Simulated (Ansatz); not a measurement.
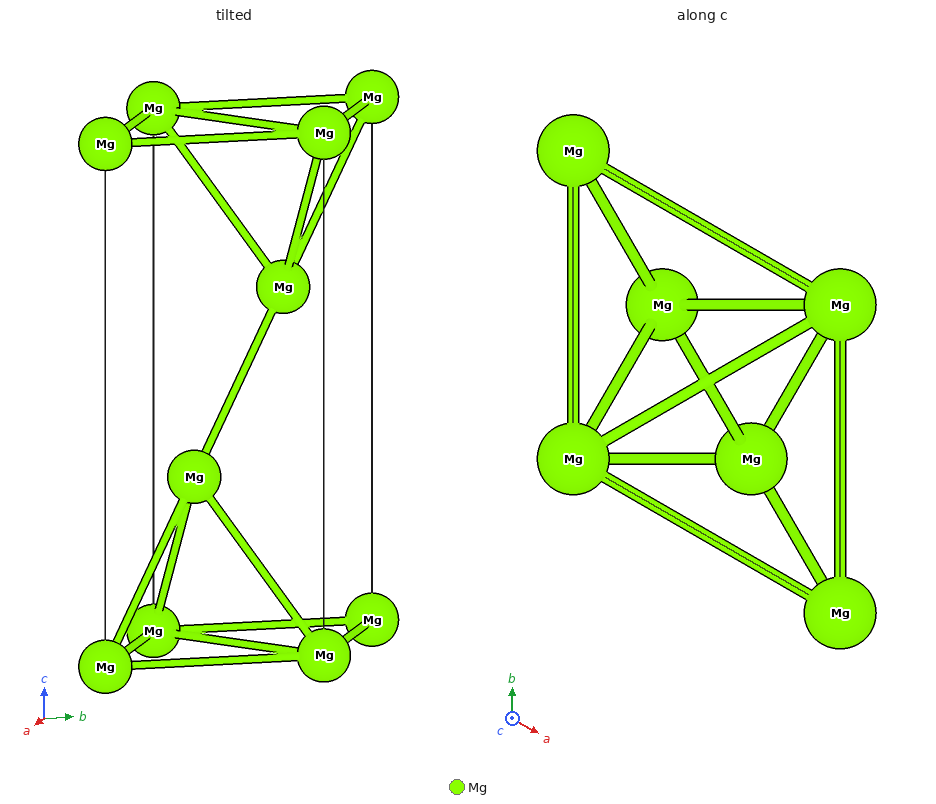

The crystal in a ball-and-stick representation, seen slightly off an axis and along the c axis. The box is the conventional unit cell; atoms on or close to its faces, edges and corners are drawn wherever they repeat.

Mg, space group R-3m (No. 166), a = 3.24 Å, b = 3.24 Å, c = 7.48 Å, α = 90.00°, β = 90.00°, γ = 120.00°.

The numbers come from Ansatz 0.2.0, DFT PBE, scalar-relativistic, plane waves, PAW, using cutoff 420 eV, k-points about 0.16 Å⁻¹ apart, Gaussian smearing of 0.1 eV, no spin polarisation.

### Is it conducting or gapped at this level?

A metal: bands cross the Fermi level.

### Give the pressure and its sign.

The computed pressure is 0.8 GPa (compressed: it would expand).

It derives from a structure listed in the Materials Project. The cell was then strained or its atoms displaced on purpose. An electronic-structure calculation with Ansatz was run on it.
